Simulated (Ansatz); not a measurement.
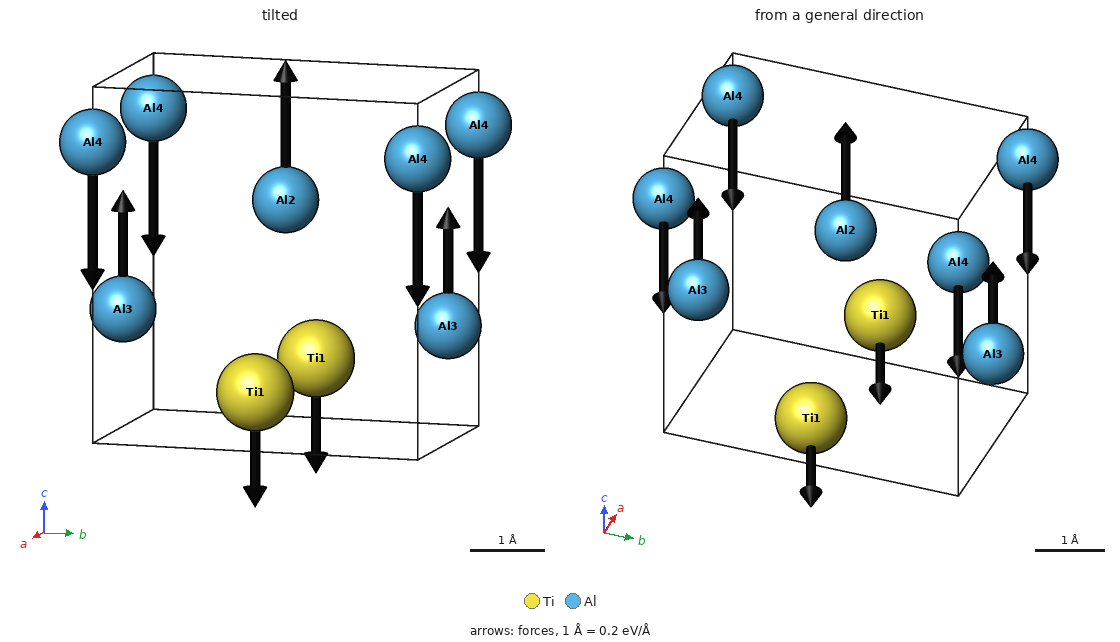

The structure above is drawn in spheres-only style and viewed slightly off an axis and from a general direction. One simulation cell is outlined, and atoms on its boundary appear in each equivalent place. The arrows are the computed forces on the atoms.

System: TiAl3. All computed values are from Ansatz, DFT PBE, scalar-relativistic, plane waves, PAW. Settings: a 420 eV plane-wave basis, k-points on a 14×10×10 grid, Gaussian smearing of 0.1 eV, no spin polarisation.

**Are the atoms in equilibrium?**

No. The atoms still feel forces of up to about 0.32 eV/Å, far above a usual threshold of 0.01 to 0.03 eV/Å.

**List the mean force on each species.**

Mean magnitudes: about Ti 0.22 eV/Å, Al 0.29 eV/Å.

Source of the structure: a structure listed in the Materials Project. The cell was then strained or its atoms displaced on purpose. Ansatz was used for an electronic-structure calculation on it.
